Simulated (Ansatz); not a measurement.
Mg (Fd-3m, No. 227): the geometry relaxed with Ansatz, DFT, BLYP, plane waves (420 eV) with PAW, scalar-relativistic; the starting structure was generated, so it need not be a known form of this composition.

```cif
data_structure
_symmetry_space_group_name_H-M 'Fd-3m:1'
_symmetry_Int_Tables_number 227
_cell_length_a 7.1352
_cell_length_b 7.1352
_cell_length_c 7.1352
_cell_angle_alpha 90.000
_cell_angle_beta 90.000
_cell_angle_gamma 90.000
_cell_volume 363.26
loop_
_atom_site_label
_atom_site_type_symbol
_atom_site_symmetry_multiplicity
_atom_site_Wyckoff_symbol
_atom_site_fract_x
_atom_site_fract_y
_atom_site_fract_z
_atom_site_occupancy
Mg1 Mg 8 b 0.25000 0.25000 0.75000 1
```

### What will an integrated-DPC-like image along [111] show? Simulated as the projected potential of neutral atoms (B = 0.3 Å²) blurred by a 1.30 Å probe, the thin-sample limit of integrated differential phase contrast. Shot noise was added.

The columns repeat on a hexagonal net with a repeat of 2.91 Å (plane group p6mm). All columns are alike (Mg). The shortest distance between visible columns is 2.91 Å in projection. Along the beam the structure repeats every 12.36 Å.

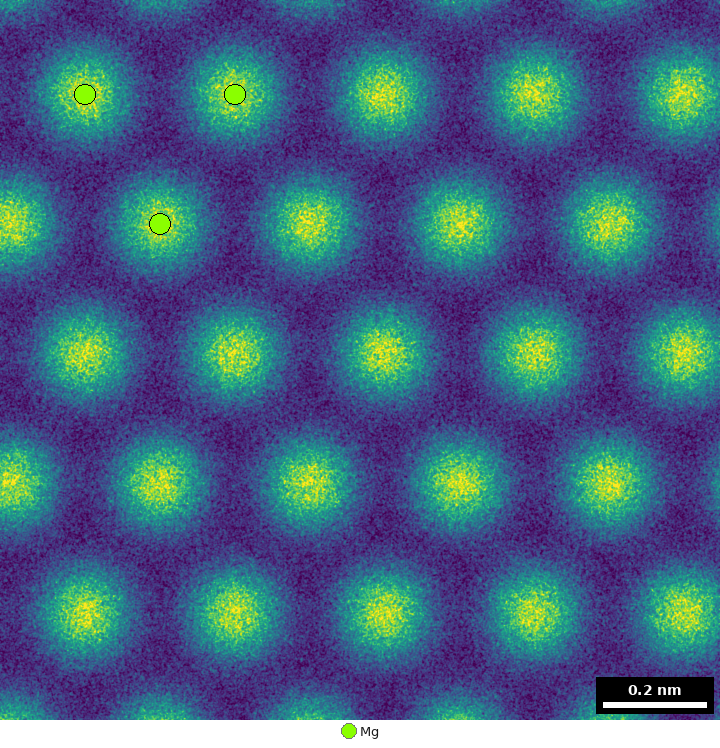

The simulated image, with the columns of the model marked in one corner.
